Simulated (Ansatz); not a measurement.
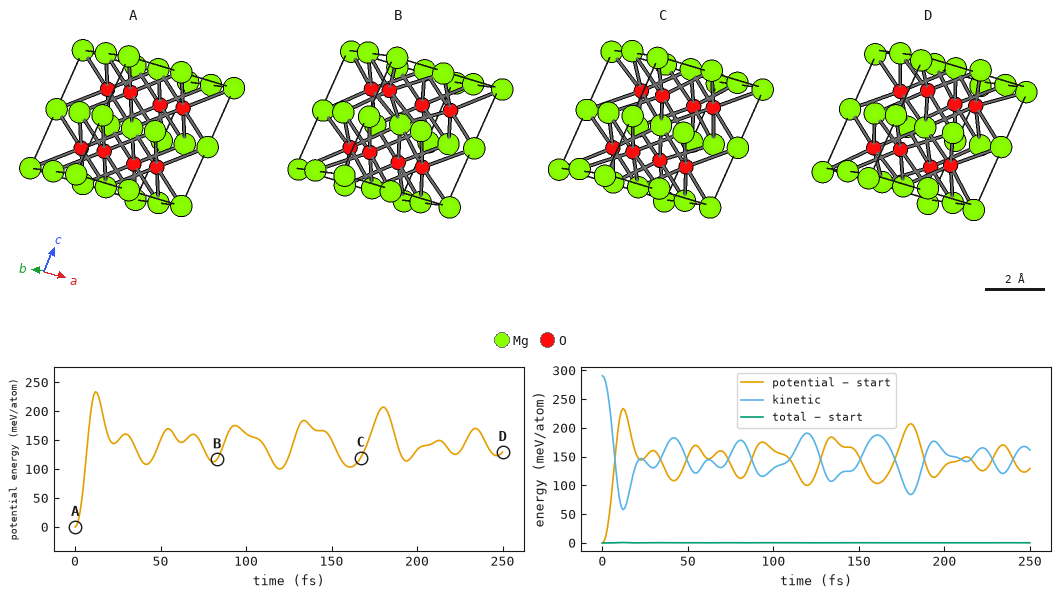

A Born-Oppenheimer molecular dynamics run of a 16-atom cell of MgO (set up in Fm-3m), 250 fs long. Frames (A at 0 fs, B at 83 fs, C at 167 fs, D at 250 fs) and the history of the run. A ball-and-stick model of the reduced simulation cell, seen from a free direction. Bonds to atoms that aren't drawn are left out. Lengths and directions refer to the drawn axes.

Theory: DFT LDA, scalar-relativistic, plane waves, PAW (Ansatz). Run with plane-wave cutoff 420 eV; k-point mesh 2 × 2 × 2; Fermi-Dirac smearing 0.05 eV; constant energy (NVE); velocities drawn for 2400 K; time step 1 fs.

The input:
```yaml
crystal:
  lattice:
    - [0.0, 3.895, 3.895]
    - [3.895, 0.0, 3.895]
    - [3.895, 3.895, 0.0]
  atoms:
    - { symbol: Mg, position: [0.0, 0.0, 0.0] }
    - { symbol: O, position: [0.25, 0.25, 0.25] }
    - { symbol: Mg, position: [0.0, 0.0, 0.5] }
    - { symbol: O, position: [0.25, 0.25, 0.75] }
    - { symbol: Mg, position: [0.0, 0.5, 0.0] }
    - { symbol: O, position: [0.25, 0.75, 0.25] }
    - { symbol: Mg, position: [0.0, 0.5, 0.5] }
    - { symbol: O, position: [0.25, 0.75, 0.75] }
    - { symbol: Mg, position: [0.5, 0.0, 0.0] }
    - { symbol: O, position: [0.75, 0.25, 0.25] }
    - { symbol: Mg, position: [0.5, 0.0, 0.5] }
    - { symbol: O, position: [0.75, 0.25, 0.75] }
    - { symbol: Mg, position: [0.5, 0.5, 0.0] }
    - { symbol: O, position: [0.75, 0.75, 0.25] }
    - { symbol: Mg, position: [0.5, 0.5, 0.5] }
    - { symbol: O, position: [0.75, 0.75, 0.75] }
basis:
  ecutwfc: 420.0
kpoints:
  mp_grid: { grid: [2, 2, 2] }
hamiltonian:
  xc: lda
scf:
  occupations: { method: fermi_dirac, width: 0.05 }
  lower_state_search: "off"
md:
  timestep: 1
  n_steps: 250
  ensemble: nve
  temperature: 2400.0
  initial_velocities: maxwell_boltzmann
  seed: 892234
```

Command:
```bash
ansatz run input.yaml --threads 1 --pin off --max-ram 3072MiB --backend cpu --events-out ev --progress --plain --runs-dir out
```

Q: What happens in this trajectory?

A: Root-mean-square distances from the starting positions over the second half, with the common drift of all atoms taken out: Mg 0.14 Å, O 0.12 Å. That is small against the typical shortest distance between atoms in the first frame, about 1.9 Å: the atoms vibrate about their sites and the arrangement holds. The mean temperature in the second half is 1192 K (standard deviation 208 K). The first frame carries almost no forces, so kinetic energy first flows into potential energy: the temperature drops from 2400 to 477 K within 12 fs, and without a thermostat its mean stays below the start. The potential energy in the second half lies on average 147 meV per atom above the first frame. The total energy stays between −0.033 and 0.81 meV per atom of its start. A straight-line fit has a slope that amounts to +0.0076 meV per atom over 250 fs (under 0.1 % of the mean kinetic energy), and the ripple about it is 0.3 % of the kinetic energy's fluctuation. With a drift under 2 % and a ripple under 7 %, the integration is accurate.
